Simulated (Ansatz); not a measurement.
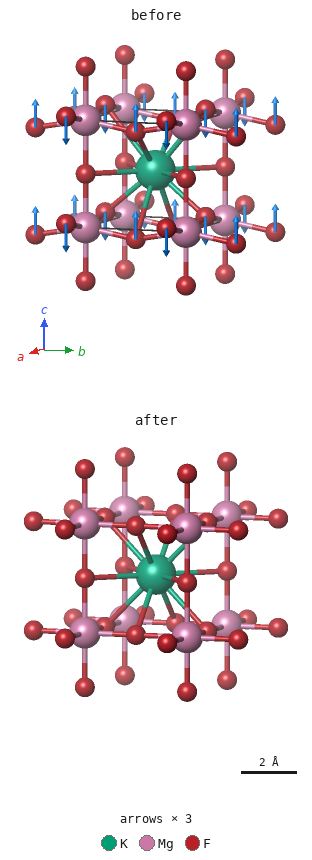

The structure of a crystal of KMgF3 (a generated structure, set up in P-4m2) (coarse preliminary run) before (top) and after (bottom) a relaxation, at one scale. The blue arrows give the displacements (the part carried along by the change of the cell is left out), magnified 3 times.

Style: ball-and-stick. Shown: the cell of the calculation, slightly off an axis.

Level of theory: DFT PBE, scalar-relativistic, plane waves, PAW in Ansatz. (plane-wave cutoff 420 eV; k-point mesh 4 × 4 × 4; occupations gaussian; smearing width 0.1 eV; no spin polarisation; cell and atoms relaxed; force threshold 0.04 eV/Å; at most 70 steps)

Q: Describe what moved and what it gained.

A: The largest moves relative to the cell, 0.36 Å, are those of F atoms. K and Mg stay in place. The volume changes by +5.7 %, with a = b 3.976 → 4.053 Å (+1.9 %), c 3.984 → 4.054 Å (+1.8 %). Among the contacts that change: F–K 2.578 → 2.866 Å, F–K 3.072 → 2.866 Å, F–K 2.811 → 2.866 Å, F–Mg 1.992 → 2.027 Å. Among the angles between lasting bonds that change: Mg–F–Mg 160.0° → 180.0°, F–Mg–F 160.0° → 180.0°, K–F–K 100.9° → 90.0°. The space group (tolerance 0.01 Å) goes from P-4m2 (No. 115) to Pm-3m (No. 221). The energy falls by 77.2 meV per atom in 5 accepted moves (7 points after the start). The largest force component goes from 1.1 to 0.00014 eV/Å. Pressure: 5.26 GPa at the start and 0.06 GPa at the end. The SCF was repeated twice at an unchanged geometry on a basis and grid sized afresh for the cell, which shifted the energy by 2.9 meV per atom at most.
